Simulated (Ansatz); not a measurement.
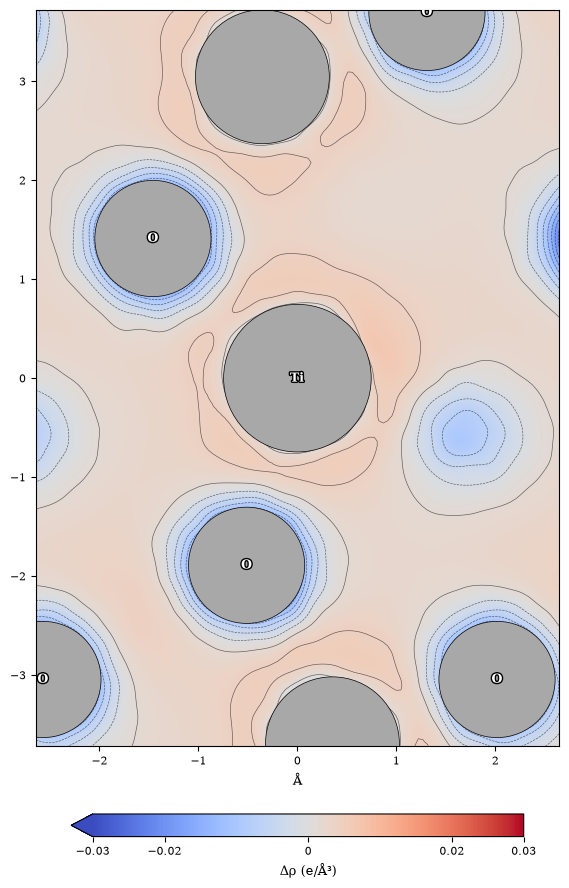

TiO$_{2}$. Difference of the valence pseudo-densities of two functionals at the same geometry, on the (011̄) plane of the calculation cell: one of PBE and PBEsol less the other.

Both computed with Ansatz (plane waves, PAW), on the same k-point mesh. Grey discs cover the atomic cores.

```
CELL_PARAMETERS angstrom
4.58900 0.00000 0.00000
0.00000 4.84900 0.00000
-0.70820 0.00000 4.68275
ATOMIC_POSITIONS crystal
Ti 0.27899 0.04655 0.21122
Ti 0.72101 0.54655 0.28878
Ti 0.72101 0.95345 0.78878
Ti 0.27899 0.45345 0.71122
O 0.08559 0.37324 0.30281
O 0.91441 0.87324 0.19719
O 0.91441 0.62676 0.69719
O 0.08559 0.12676 0.80281
O 0.43384 0.76392 0.48956
O 0.56616 0.26392 0.01044
O 0.56616 0.23608 0.51044
O 0.43384 0.73608 0.98956
```

> Which was subtracted from which, and what does the map show?

It is PBEsol less PBE. Against PBE, PBEsol gives more density around Ti (+0.004 e/Å³ on average at 1.1 Å from the nucleus) and a change of +0.004 e/Å³ at the midpoint of Ti–O.
